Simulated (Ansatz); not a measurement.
## Geometry relaxation, with input and output: Rh (part 1 of 2)

System: Rh (slab, 4 atoms in the cell).
Method: DFT PBEsol, scalar-relativistic, plane waves, PAW, no spin polarisation (Ansatz 0.2.0).

The structure derives from an entry of the Crystallography Open Database. The input holds or restrains some coordinates. It belongs to a series of runs on one base structure; here: clean slab, lower half held. Figures and captions count atoms from 1; the log counts them from 0 in places.

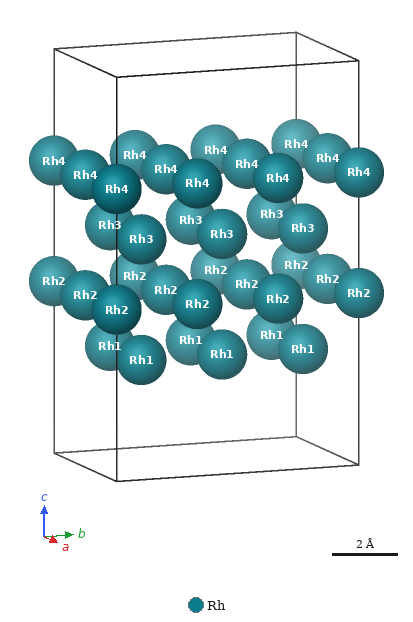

The structure as given in the input (spheres-only view of the 2 × 3 repeat of the cell, with the vacuum cut short, seen slightly off an axis; atoms are numbered from 1 in the order of the input).

Results in brief

- outcome: converged under the restraints of the input
- electrons treated: 68
- free energy: −25352.4039 eV
- work function, top face: 5.23 eV
- work function, bottom face: 5.22 eV
- Fermi energy: 4.116 eV
- gap on the k-point mesh: none (metallic)
- final volume: 161.96 Å³
- work function (upper face): 5.23 eV
- largest force (length of the vector) at the end, held atoms and coordinates included: 0.570 eV/Å
- hardware: 2 threads of Intel Xeon @ 2.50GHz (Skylake/Cascade Lake), 192 GiB of memory available, shared host
- wall time: 35 s (CPU time 67 s)
- peak memory: 0.5 GiB

Notes

Warnings of the run: the exchange-correlation potential is rough where the density is thin.

The input
```yaml
crystal:
  lattice:
    - [2.6728587956, 0.0, 0.0]
    - [0.0, 2.6728587956, 0.0]
    - [0.0, 0.0, 22.6699897385]
  atoms:
    - { symbol: Rh, position: [0.5, 0.5, 0.3749450308] }
    - { symbol: Rh, position: [0.0, 0.0, 0.4583150103] }
    - { symbol: Rh, position: [0.5, 0.5, 0.5416849897] }
    - { symbol: Rh, position: [0.0, 0.0, 0.6250549692] }
basis:
  ecutwfc: 420
kpoints:
  mp_grid: { grid: [11, 11, 1] }
hamiltonian:
  xc: pbesol
scf:
  occupations: { method: gaussian, width: 0.1 }
output:
  forces: true
  eigenvalues: true
  write_density: true
  write_potential: true
  elf: true
  volumetric_format: npy
relax:
  adjacent_minimum: "off"
  f_tol: 0.03
  max_steps: 70
  constraints: [{ sites: [0, 1] }]
efield:
  axis: 3
  dipole_correction: true
  ramp_width: 0.04
```

Launched with:
```bash
ansatz run input.yaml --threads 2 --pin off --max-ram 5120MiB --backend cpu --events-out ev --progress --plain --runs-dir out
```

The program's output
```
Engine: ansatz 0.2.0, x86_64-unknown-linux-gnu
Pseudopotentials: kind: paw
Pseudopotential: Rh, paw, valence charge 17, recommended cutoff 420 eV (normal), Rh.paw.azcp
Functional definition: PBEsol
  exchange = pbesol_x
  correlation = pbesol_c
Crystal: 4 atoms, lattice volume = 161.958 Å³
Basis set: ecut = 420 eV, 3143 PW (Γ), exchange–correlation on 36×36×320 points (8 copies of the dense FFT grid, shifted against one another)
Bands: 41, of which v1, the nominal top of the filled ones, is band 34 counted from 1 (33 counted from 0)
Symmetry: 8 space group operations
k-points: 21 of 121
Non-local potential: Rh, projectors of the file, l = 0: 3, l = 1: 2, l = 2: 2, l = 3: 1
PAW form: soft (Blöchl's): semilocal exchange-correlation on the pseudo side does not see the compensation charge
PAW frozen core: Rh, regenerated for the run's functional, and the local potential with it (the file was generated under x = pbe(κ = 0.804, μ = 0.2195149727645171), c = pbe(β = 0.06672455060314922))
PAW one-centre angular grid: Rh, 590 points (default); XC on 64 Gauss nodes
Initial density: superposition of atomic densities (neutral atoms: chi_scale 0, normalization atom), corrected by the library's trained network
Initial wavefunctions: pseudopotential atomic-orbital guess
Functional: x = pbesol(κ = 0.804, μ = 0.12345679012345678), c = pbesol(β = 0.046)
SCF iter   1: F=—  HF=-25352.416086 eV  |F-HF|=—  |Δ(HF+E_count)|=         —  Δρ=9.36e-3  dr2=3.85e-1  ethr=1.77e-3  p=0.000 e·Å  D=2.30e-13 V/Å  ΔV_dip=-0.00 eV  dr2_dipole=7.76e-9  V_vac-E_F(+/−)=4.80/4.80 eV  ⟨swp⟩=8.5  Hψ=4124  notcnv=0
efield: sawtooth ramp at fractional position 0.9800 (placed from the atoms, in the widest stretch of the axis that holds none; the zero of the levels goes with the place), width 0.0400; the density the first Hamiltonian is built on has a dipole p = 0.000 e·Å; the dipole correction subtracts the counter field D = 2.30e-13 V/Å, which shifts the + side's vacuum level by -0.00 eV against the − side's; the planar-averaged density in the ramp window peaks in size at 3.7e-6 e/Å³
preconditioner: auto → LDOS  [metal: Δε(μ)=0.012 eV  Ē_g=5.421 eV  σ=0.100 eV  W_gap=0.07  n_scr=20 (ndim 8)  ℏωp=17.5 eV  f_vac=0.597  D(μ)=7.71/eV (n_scr^D=72)  β→1.0]
SCF iter   2: F=—  HF=-25352.397560 eV  |F-HF|=—  |Δ(HF+E_count)|=   1.85e-2  Δρ=7.69e-3  dr2=8.82e-2  ethr=5.66e-4  p=-0.000 e·Å  D=-2.18e-4 V/Å  ΔV_dip=0.00 eV  dr2_dipole=8.80e-5  V_vac-E_F(+/−)=5.21/5.21 eV  ⟨swp⟩=2.2  Hψ=1518  notcnv=0  defer=24
SCF iter   3: F=—  HF=-25352.382878 eV  |F-HF|=—  |Δ(HF+E_count)|=   1.47e-2  Δρ=1.83e-3  dr2=8.06e-3  ethr=1.30e-4  p=0.000 e·Å  D=1.99e-4 V/Å  ΔV_dip=-0.00 eV  dr2_dipole=3.06e-6  V_vac-E_F(+/−)=5.16/5.16 eV  ⟨swp⟩=2.8  Hψ=1734  notcnv=0  defer=24
SCF iter   4: F=—  HF=-25352.382414 eV  |F-HF|=—  |Δ(HF+E_count)|=   4.63e-4  Δρ=4.44e-4  dr2=2.01e-3  ethr=1.18e-5  p=-0.000 e·Å  D=-4.04e-5 V/Å  ΔV_dip=0.00 eV  dr2_dipole=1.98e-7  V_vac-E_F(+/−)=5.19/5.18 eV  ⟨swp⟩=2.4  Hψ=1311  notcnv=0  defer=24
SCF iter   5: F=—  HF=-25352.382305 eV  |F-HF|=—  |Δ(HF+E_count)|=   1.09e-4  Δρ=1.68e-4  dr2=5.42e-5  ethr=2.96e-6  p=0.000 e·Å  D=1.11e-5 V/Å  ΔV_dip=-0.00 eV  dr2_dipole=3.70e-8  V_vac-E_F(+/−)=5.21/5.21 eV  ⟨swp⟩=2.0  Hψ=1035  notcnv=0  defer=24
SCF iter   6: F=-25352.382378 eV  HF=-25352.382380 eV  |F-HF|=2.31e-6  |Δ(HF+E_count)|=   7.49e-5  Δρ=4.77e-5  dr2=5.46e-6  ethr=3.31e-8  p=0.000 e·Å  D=1.83e-6 V/Å  ΔV_dip=-0.00 eV  dr2_dipole=7.31e-7  V_vac-E_F(+/−)=5.21/5.21 eV  ⟨swp⟩=21.0  Hψ=9371  notcnv=0
SCF 1 converged in 6 iterations: F = -25352.382378 eV  dr2 = 5.46e-6
  greatest PAW one-centre occupation: 1.000 electrons in one spin orbital (limit 2), on the Rh atom at site 1 (counted from 0), in its partial waves of l = 0
relax step   1: F+E_penalty+E_count = -25352.38237777 eV  Δ(F+E_penalty+E_count) = +0.000e0 eV  max|allowed force component| = 5.708e-1 eV/Å  Δτ_max = 0.0000 Å  (6 SCF iters, dr2 threshold 2.25e-5 eV, accepted)
Initial density: handed on by an earlier stage of this run
Initial wavefunctions: those handed on with the density
iter 1 solved again at ethr=1.70e-3 eV; its pass at ethr=3.10e-3 eV (dr2=1.15e0 eV) is discarded
SCF iter   1: F=—  HF=-25352.421674 eV  |F-HF|=—  |Δ(HF+E_count)|=         —  Δρ=1.09e-2  dr2=1.02e0  ethr=1.70e-3  p=0.000 e·Å  D=8.68e-7 V/Å  ΔV_dip=-0.00 eV  dr2_dipole=2.96e-1  V_vac-E_F(+/−)=5.18/5.18 eV  ⟨swp⟩=1.1  Hψ=3055  notcnv=0  defer=20
efield: sawtooth ramp at fractional position 0.9800 (handed on by an earlier solve), width 0.0400; the density the first Hamiltonian is built on has a dipole p = 0.000 e·Å; the dipole correction subtracts the counter field D = 8.68e-7 V/Å, which shifts the + side's vacuum level by -0.00 eV against the − side's; the planar-averaged density in the ramp window peaks in size at 7.4e-6 e/Å³
preconditioner: auto → LDOS  [metal: Δε(μ)=0.009 eV  Ē_g=5.565 eV  σ=0.100 eV  W_gap=0.05  n_scr=20 (ndim 8)  ℏωp=17.5 eV  f_vac=0.602  D(μ)=7.59/eV (n_scr^D=72)  β→1.0]
SCF iter   2: F=—  HF=-25352.406442 eV  |F-HF|=—  |Δ(HF+E_count)|=   1.52e-2  Δρ=4.34e-3  dr2=1.00e-1  ethr=1.50e-3  p=-0.002 e·Å  D=-1.98e-3 V/Å  ΔV_dip=0.04 eV  dr2_dipole=3.30e-2  V_vac-E_F(+/−)=5.28/5.23 eV  ⟨swp⟩=2.0  Hψ=950  notcnv=0  defer=20
SCF iter   3: F=—  HF=-25352.400316 eV  |F-HF|=—  |Δ(HF+E_count)|=   6.13e-3  Δρ=2.51e-3  dr2=9.08e-3  ethr=1.47e-4  p=0.002 e·Å  D=1.97e-3 V/Å  ΔV_dip=-0.04 eV  dr2_dipole=2.60e-4  V_vac-E_F(+/−)=5.17/5.22 eV  ⟨swp⟩=2.1  Hψ=1368  notcnv=0  defer=20
SCF iter   4: F=—  HF=-25352.398794 eV  |F-HF|=—  |Δ(HF+E_count)|=   1.52e-3  Δρ=5.50e-4  dr2=7.57e-4  ethr=1.34e-5  p=0.000 e·Å  D=9.72e-6 V/Å  ΔV_dip=-0.00 eV  dr2_dipole=6.31e-5  V_vac-E_F(+/−)=5.23/5.23 eV  ⟨swp⟩=2.0  Hψ=1251  notcnv=0  defer=20
SCF iter   5: F=—  HF=-25352.398910 eV  |F-HF|=—  |Δ(HF+E_count)|=   1.16e-4  Δρ=2.77e-4  dr2=2.15e-4  ethr=1.11e-6  p=-0.000 e·Å  D=-3.44e-4 V/Å  ΔV_dip=0.01 eV  dr2_dipole=3.03e-5  V_vac-E_F(+/−)=5.23/5.22 eV  ⟨swp⟩=2.1  Hψ=1153  notcnv=0  defer=20
SCF iter   6: F=—  HF=-25352.398963 eV  |F-HF|=—  |Δ(HF+E_count)|=   5.30e-5  Δρ=9.72e-5  dr2=2.83e-5  ethr=3.17e-7  p=-0.000 e·Å  D=-5.08e-4 V/Å  ΔV_dip=0.01 eV  dr2_dipole=6.81e-7  V_vac-E_F(+/−)=5.23/5.22 eV  ⟨swp⟩=1.8  Hψ=1006  notcnv=0  defer=20
SCF iter   7: F=-25352.398965 eV  HF=-25352.398964 eV  |F-HF|=1.16e-6  |Δ(HF+E_count)|=   7.09e-7  Δρ=3.97e-5  dr2=3.35e-6  ethr=2.99e-8  p=-0.001 e·Å  D=-6.14e-4 V/Å  ΔV_dip=0.01 eV  dr2_dipole=3.59e-8  V_vac-E_F(+/−)=5.23/5.22 eV  ⟨swp⟩=21.0  Hψ=8716  notcnv=0
SCF 2 converged in 7 iterations: F = -25352.398965 eV  dr2 = 3.35e-6
  greatest PAW one-centre occupation: 1.000 electrons in one spin orbital (limit 2), on the Rh atom at site 2 (counted from 0), in its partial waves of l = 0
relax step   2: F+E_penalty+E_count = -25352.39896497 eV  Δ(F+E_penalty+E_count) = -1.659e-2 eV  max|allowed force component| = 2.822e-1 eV/Å  Δτ_max = 0.1104 Å  (7 SCF iters, dr2 threshold 2.04e-5 eV, accepted)
SCF iter   1: F=—  HF=-25352.406644 eV  |F-HF|=—  |Δ(HF+E_count)|=         —  Δρ=3.91e-3  dr2=1.15e-1  ethr=2.38e-3  p=-0.001 e·Å  D=-6.15e-4 V/Å  ΔV_dip=0.01 eV  dr2_dipole=3.19e-2  V_vac-E_F(+/−)=5.24/5.23 eV  ⟨swp⟩=3.1  Hψ=1379  notcnv=0  defer=22
efield: sawtooth ramp at fractional position 0.9800 (handed on by an earlier solve), width 0.0400; the density the first Hamiltonian is built on has a dipole p = -0.001 e·Å; the dipole correction subtracts the counter field D = -6.15e-4 V/Å, which shifts the + side's vacuum level by +0.01 eV against the − side's; the planar-averaged density in the ramp window peaks in size at 6.7e-6 e/Å³
preconditioner: auto → LDOS  [metal: Δε(μ)=0.012 eV  Ē_g=5.523 eV  σ=0.100 eV  W_gap=0.07  n_scr=20 (ndim 8)  ℏωp=17.5 eV  f_vac=0.600  D(μ)=7.86/eV (n_scr^D=72)  β→1.0]
SCF iter   2: F=—  HF=-25352.405154 eV  |F-HF|=—  |Δ(HF+E_count)|=   1.49e-3  Δρ=1.56e-3  dr2=1.69e-2  ethr=1.69e-4  p=0.000 e·Å  D=5.34e-4 V/Å  ΔV_dip=-0.01 eV  dr2_dipole=5.96e-3  V_vac-E_F(+/−)=5.20/5.22 eV  ⟨swp⟩=1.7  Hψ=1051  notcnv=0  defer=22
SCF iter   3: F=—  HF=-25352.404360 eV  |F-HF|=—  |Δ(HF+E_count)|=   7.94e-4  Δρ=1.07e-3  dr2=1.93e-3  ethr=2.48e-5  p=-0.001 e·Å  D=-1.48e-3 V/Å  ΔV_dip=0.03 eV  dr2_dipole=1.04e-4  V_vac-E_F(+/−)=5.25/5.22 eV  ⟨swp⟩=2.0  Hψ=1269  notcnv=0  defer=22
SCF iter   4: F=—  HF=-25352.403910 eV  |F-HF|=—  |Δ(HF+E_count)|=   4.50e-4  Δρ=2.08e-4  dr2=1.53e-4  ethr=2.85e-6  p=-0.001 e·Å  D=-5.59e-4 V/Å  ΔV_dip=0.01 eV  dr2_dipole=2.21e-5  V_vac-E_F(+/−)=5.23/5.22 eV  ⟨swp⟩=2.1  Hψ=1258  notcnv=0  defer=22
SCF iter   5: F=—  HF=-25352.403925 eV  |F-HF|=—  |Δ(HF+E_count)|=   1.59e-5  Δρ=1.07e-4  dr2=3.23e-5  ethr=2.25e-7  p=-0.000 e·Å  D=-4.75e-4 V/Å  ΔV_dip=0.01 eV  dr2_dipole=4.54e-6  V_vac-E_F(+/−)=5.23/5.22 eV  ⟨swp⟩=2.1  Hψ=1184  notcnv=0  defer=22
SCF iter   6: F=-25352.403932 eV  HF=-25352.403935 eV  |F-HF|=2.22e-6  |Δ(HF+E_count)|=   9.16e-6  Δρ=3.95e-5  dr2=4.22e-6  ethr=7.32e-9  p=-0.000 e·Å  D=-4.36e-4 V/Å  ΔV_dip=0.01 eV  dr2_dipole=4.34e-8  V_vac-E_F(+/−)=5.23/5.22 eV  ⟨swp⟩=19.3  Hψ=8974  notcnv=0
SCF 3 converged in 6 iterations: F = -25352.403932 eV  dr2 = 4.22e-6
relax step   3: F+E_penalty+E_count = -25352.40393240 eV  Δ(F+E_penalty+E_count) = -4.967e-3 eV  max|allowed force component| = 1.077e-2 eV/Å  Δτ_max = 0.0417 Å  (6 SCF iters, dr2 threshold 4.98e-6 eV, accepted)
iter 1 solved again at ethr=6.23e-9 eV; its pass at ethr=3.10e-3 eV (dr2=4.24e-6 eV) is discarded
SCF iter   1: F=—  HF=-25352.404039 eV  |F-HF|=—  |Δ(HF+E_count)|=         —  Δρ=3.96e-5  dr2=4.24e-6  ethr=6.23e-9  p=-0.000 e·Å  D=-4.36e-4 V/Å  ΔV_dip=0.01 eV  dr2_dipole=4.21e-8  V_vac-E_F(+/−)=5.23/5.22 eV  ⟨swp⟩=1.0  Hψ=2226  notcnv=0
efield: sawtooth ramp at fractional position 0.9800 (handed on by an earlier solve), width 0.0400; the density the first Hamiltonian is built on has a dipole p = -0.000 e·Å; the dipole correction subtracts the counter field D = -4.36e-4 V/Å, which shifts the + side's vacuum level by +0.01 eV against the − side's; the planar-averaged density in the ramp window peaks in size at 6.4e-6 e/Å³
preconditioner: auto → LDOS  [metal: Δε(μ)=0.009 eV  Ē_g=5.521 eV  σ=0.100 eV  W_gap=0.05  n_scr=20 (ndim 8)  ℏωp=17.5 eV  f_vac=0.600  D(μ)=7.87/eV (n_scr^D=72)  β→1.0]
SCF iter   2: F=—  HF=-25352.403936 eV  |F-HF|=—  |Δ(HF+E_count)|=   1.03e-4  Δρ=2.99e-5  dr2=2.49e-6  ethr=6.23e-9  p=-0.000 e·Å  D=-3.99e-4 V/Å  ΔV_dip=0.01 eV  dr2_dipole=1.05e-7  V_vac-E_F(+/−)=5.23/5.22 eV  ⟨swp⟩=2.0  Hψ=1230  notcnv=0
SCF iter   3: F=—  HF=-25352.403936 eV  |F-HF|=—  |Δ(HF+E_count)|=   3.27e-7  Δρ=1.50e-5  dr2=8.03e-7  ethr=3.66e-9  p=-0.000 e·Å  D=-4.03e-4 V/Å  ΔV_dip=0.01 eV  dr2_dipole=7.72e-8  V_vac-E_F(+/−)=5.23/5.22 eV  ⟨swp⟩=2.0  Hψ=1307  notcnv=0
SCF iter   4: F=—  HF=-25352.403936 eV  |F-HF|=—  |Δ(HF+E_count)|=   2.43e-7  Δρ=5.54e-6  dr2=1.19e-7  ethr=1.18e-9  p=-0.000 e·Å  D=-3.95e-4 V/Å  ΔV_dip=0.01 eV  dr2_dipole=2.09e-8  V_vac-E_F(+/−)=5.23/5.22 eV  ⟨swp⟩=1.7  Hψ=979  notcnv=0
SCF iter   5: F=-25352.403936 eV  HF=-25352.403936 eV  |F-HF|=2.26e-9  |Δ(HF+E_count)|=   7.01e-8  Δρ=1.25e-6  dr2=8.36e-9  ethr=1.47e-10  p=-0.000 e·Å  D=-3.92e-4 V/Å  ΔV_dip=0.01 eV  dr2_dipole=1.92e-9  V_vac-E_F(+/−)=5.23/5.22 eV  ⟨swp⟩=13.0  Hψ=6806  notcnv=0
SCF 4 converged in 5 iterations: F = -25352.403936 eV  dr2 = 8.36e-9
relax step   4: F+E_penalty+E_count = -25352.40393583 eV  Δ(F+E_penalty+E_count) = -3.431e-6 eV  max|allowed force component| = 1.078e-2 eV/Å  Δτ_max = 0.0000 Å  (5 SCF iters, accepted)
```

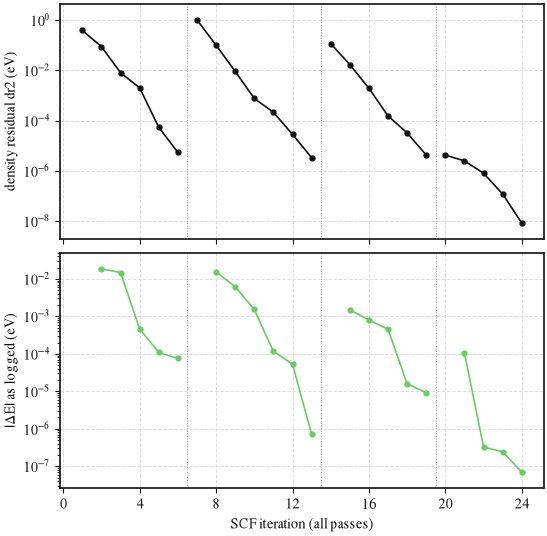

Convergence of the self-consistent field: density residual dr2 and size of the energy change against the SCF iteration. The dotted lines part the SCF passes of the relaxation: geometry steps, rejected trials and re-solves on a re-selected basis. The passes take 6, 7, 6 and 5 iterations.

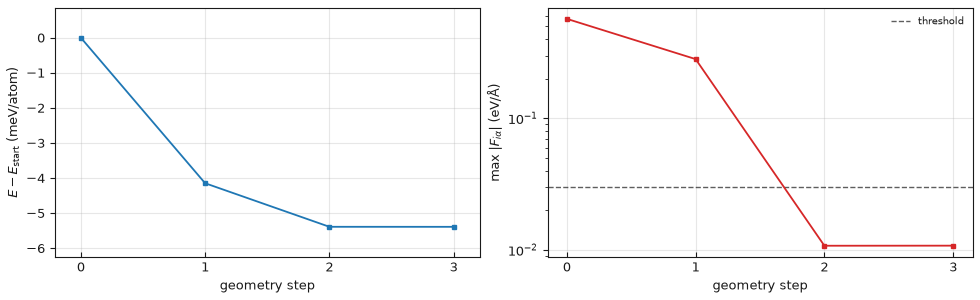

Progress of the restrained relaxation, step by step (the first geometry is step 0 here and step 1 in the log).
